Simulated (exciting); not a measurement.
**Energy of Ta along an even scaling of the cell**

System: Ta (Fm-3m, 1 atom in the cell).
Method: Kohn-Sham DFT of a periodic cell, PBEsol, all-electron LAPW+lo, shipped species files, no spin polarisation (exciting sodium).

The 7 runs differ only in the geometry, by an even scaling of the cell at fixed fractional positions. The structure derives from an entry of the Crystallography Open Database.

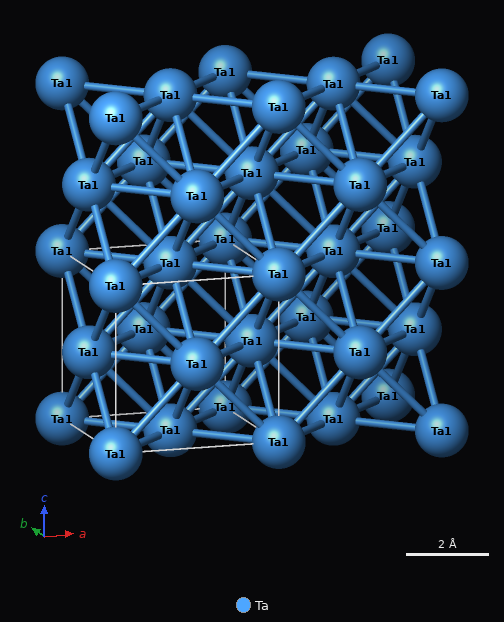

Figure 1. The structure of run 4 (ball-and-stick view of the cell 4 times as large as that of the calculation, set on its symmetry axes, repeated 2 × 1 × 2, seen slightly off an axis; atoms are numbered from 1 in the order of the input).

### Input of run 4
```
<input>
  <title>Ta</title>
  <structure speciespath="./" tshift="false">
    <crystal scale="1">
      <basevect>0.000000000000 3.987322122960 3.987322122960</basevect>
      <basevect>3.987322122960 0.000000000000 3.987322122960</basevect>
      <basevect>3.987322122960 3.987322122960 0.000000000000</basevect>
    </crystal>
    <species speciesfile="Ta.xml" rmt="2.3">
      <atom coord="0.000000000000 0.000000000000 0.000000000000"/>
    </species>
  </structure>
  <groundstate do="fromscratch" ngridk="11 11 11" rgkmax="9" gmaxvr="14" lmaxapw="10" lmaxmat="10" lmaxvr="8" xctype="GGA_PBE_SOL" stype="Fermi Dirac" swidth="0.00183747" nempty="12" ValenceRelativity="iora*" epsengy="1e-05" epspot="1e-05" maxscl="60" tforce="true" outputlevel="normal"/>
</input>
```

Command:
```bash
OMP_NUM_THREADS=1 exciting_smp
```

Run 6 has the same physical settings and fractional positions; its lattice vectors (Å) are:
```
   0.000000    2.137766    2.137766
   2.137766    0.000000    2.137766
   2.137766    2.137766    0.000000
```

### Results, with one run withheld

| run | volume per atom (Å³) | free energy per atom, from the lowest run given (meV) |
| --- | --- | --- |
| 1 | 17.661 | 10.73 |
| 2 | 18.036 | 0.42 |
| 3 | 18.412 | 0.00 |
| 4 | 18.788 | 9.06 |
| 5 | 19.164 | 26.47 |
| 6 | 19.539 | ? |
| 7 | 19.915 | 83.04 |

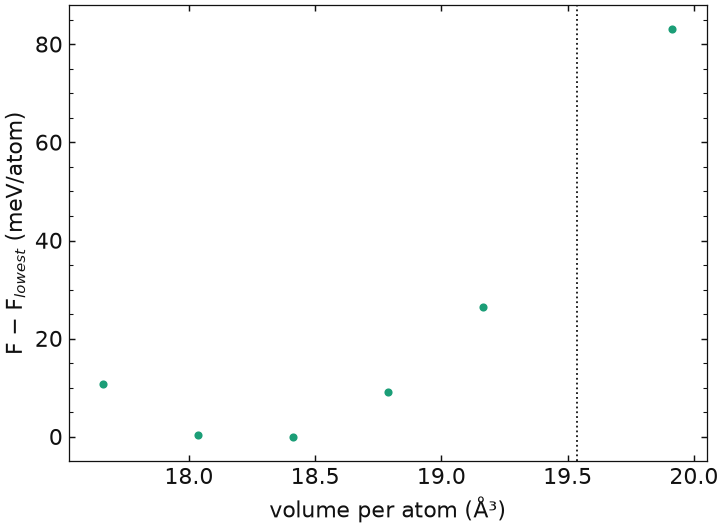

Figure 2. Free energy per atom of the runs given; the dotted line marks run 6.

What should run 6 give?

A cubic polynomial in V^(−2/3) (the Birch–Murnaghan form), fitted to the 6 runs given, misses them by at most 0.09 meV per atom. With x = V^(−2/3) − 0.14225 Å⁻², it reads F = 4.461 − 5193 x + 1.2334e+06 x² − 5.8797e+05 x³ (meV per atom). At run 6 it gives 51.28 meV per atom, and the run itself gives 51.10. The fit has its minimum at 18.232 Å³ per atom, where V d²F/dV² gives 200 GPa: the bulk modulus at this level, since symmetry fixes the shape and the positions.

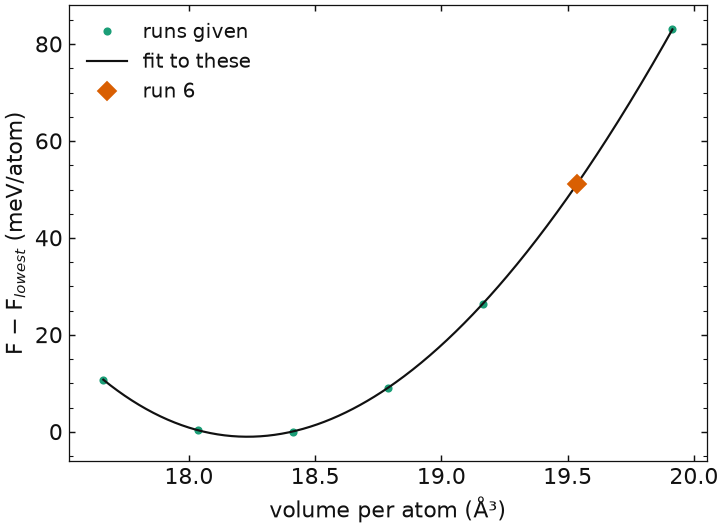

Figure 3. The fit and the withheld run.

### Some lines of the output (run 6)
```
[...]
 DOS at Fermi energy (states/Ha/cell)       :        40.78403161
 Absolute change in total energy   (target) :  0.833252E-04  ( 0.100000E-04)
 Total energy                               :    -15621.46433433
 DOS at Fermi energy (states/Ha/cell)       :        40.78403903
 Absolute change in total energy   (target) :  0.305085E-04  ( 0.100000E-04)
 Total energy                               :    -15621.46433605
 Fermi energy                               :         0.44127199
 DOS at Fermi energy (states/Ha/cell)       :        40.78407361
 Absolute change in total energy   (target) :  0.171665E-05  ( 0.100000E-04)
 Total energy                               :    -15621.46433175
 DOS at Fermi energy (states/Ha/cell)       :        40.78403685
 Absolute change in total energy   (target) :  0.429833E-05  ( 0.100000E-04)
 Total energy                               :    -15621.46433227
 DOS at Fermi energy (states/Ha/cell)       :        40.78403796
```

Notes: Spin–orbit coupling is left out, which matters for Ta.
